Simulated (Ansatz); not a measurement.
```
Ge
1.0
     3.96772    0.00000    0.00000
    -1.98386    3.43615    0.00000
     0.00000    0.00000   10.76894
Ge
4
Cartesian
  1.9839 1.1454 4.4675
  0.0000 2.2908 9.8520
  0.0000 0.0000 5.1416
  0.0000 0.0000 10.5261
```

Space group P6₃mc; a structure from a database of computed crystals, not necessarily the ambient phase.

Theory: Kohn-Sham DFT of a periodic cell, LDA, Ansatz PAW in Ansatz.

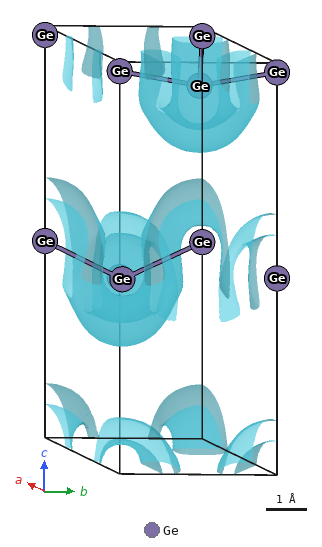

Ge. Isosurface of the ELF at 0.55 (cyan), seen at an oblique angle. Core shells and regions of very low density are left out. Sticks mark near contacts.

Core electrons are frozen (PAW), and the valence fields are smoothed inside the atomic spheres.

> Where are the electrons localised?

The ELF exceeds this value in sheets that run through the cell in two directions, counted in one cell of 4 atoms. Any copies at cell faces, edges or corners count once. There are no localised bonds or lone pairs at this value.

Values along the shortest contacts:
Ge–Ge (2.39 Å): the ELF peaks at about 0.70 between the atoms.
